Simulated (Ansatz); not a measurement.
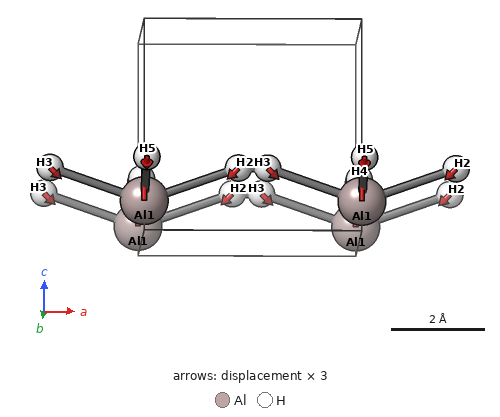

This is a relaxation of a crystal of AlH4 (a generated structure, set up in P4mm) (coarse preliminary run). The starting structure is drawn; red arrows show the displacements (the part carried along by the change of the cell is left out), 3 times their true length.

A ball-and-stick model of the cell of the calculation, seen from a free direction.

Method: Ansatz 0.2.0, DFT PBE, scalar-relativistic, plane waves, PAW. Settings: plane-wave cutoff 420 eV; k-point mesh 4 × 4 × 4; occupations gaussian; smearing width 0.1 eV; no spin polarisation; cell and atoms relaxed; force threshold 0.04 eV/Å; at most 70 steps.

### Which element moves most?

Aluminium: up to 0.35 Å, against 0.12 Å for hydrogen.

### What did the optimiser do to the structure, and how much energy did it gain?

The energy falls by 2.202 eV per cell of the calculation in 20 accepted moves (21 points after the start). The largest force component goes from 6.9 to 0.0087 eV/Å. The pressure goes from 5.50 to 0.01 GPa. At 1 point the geometry stayed and the basis and grid were re-selected for the new cell (energy shift of 2.1 meV per cell of the calculation at most each time). The atom that moves furthest relative to the cell is Al1 (0.35 Å along +c). Largest moves by element: Al 0.35 Å, H 0.12 Å. The drawn cell changes as follows: a = b 4.722 → 4.946 Å (+4.8 %), c 4.620 → 2.706 Å (−41.4 %); the volume changes by −35.7 %. Among the contacts that change: H2–H3 0.635 → 0.838 Å, Al1–H2 2.166 → 2.054 Å. The space group stays P4mm (No. 99). The run took 56 s on 1 thread of Intel(R) Xeon(R) Processor @ 2.70GHz (shared host), peak memory 0.36 GiB.
